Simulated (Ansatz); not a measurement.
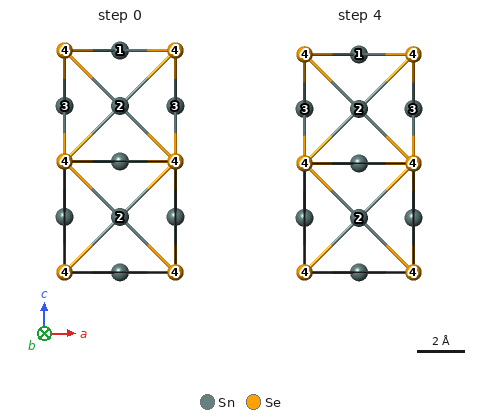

The structure of solid Sn3Se (set up in Pm-3m) before (left) and after (right) a relaxation, at one scale.

The picture is a ball-and-stick view of the cell of the calculation, repeated 1 × 1 × 2 with one cell outlined, seen along the b axis.

The run lets cell and atoms move.

These are results of Kohn-Sham DFT of a periodic cell, PBEsol, Ansatz PAW (Ansatz 0.2.0), not measurements.

Input
```yaml
crystal:
  lattice:
    - [4.741879, 0.0, 0.0]
    - [0.0, 4.741879, 0.0]
    - [0.0, 0.0, 4.741879]
  atoms:
    - { symbol: Sn, position: [0.5, 0.5, 0.0] }
    - { symbol: Sn, position: [0.5, 0.0, 0.5] }
    - { symbol: Sn, position: [0.0, 0.5, 0.5] }
    - { symbol: Se, position: [0.0, 0.0, 0.0] }
hamiltonian:
  xc: pbesol
  pseudopotentials: { kind: paw }
kpoints:
  mp_grid: { grid: [6, 6, 6] }
scf:
  occupations: { method: fermi_dirac, width: 0.05 }
output:
  forces: true
  stress: true
  eigenvalues: true
  write_density: true
  write_potential: true
  elf: true
  volumetric_format: npy
relax:
  f_tol: 0.01
  max_steps: 40
  cell: { stress_tol: 0.05 }
```

Run as
```bash
ansatz run input.yaml --threads 2 --pin off --max-ram 5632MiB --backend cpu --events-out ev --progress --plain --runs-dir out
```

Question: Summarise the run.

Answer: The atoms keep their places relative to the cell (all moves are under 0.005 Å). The drawn cell changes as follows: a = b = c 4.742 → 4.657 Å (−1.8 %); the volume changes by −5.3 %. Near-neighbour distances that change, for instance: Sn1–Se4 3.353 → 3.293 Å. The space group stays Pm-3m (No. 221). Over 3 accepted moves (4 points after the start) the energy falls by 12.1 meV per atom. All forces vanish by symmetry, so only the cell relaxes. Pressure: −2.64 GPa at the start and 0.00 GPa at the end. The SCF was repeated once at an unchanged geometry on a basis and grid sized afresh for the cell, which shifted the energy by 0.3 meV per atom at most. The run took 13 s on 2 threads of Arm Neoverse V2 (shared host), peak memory 0.41 GiB.
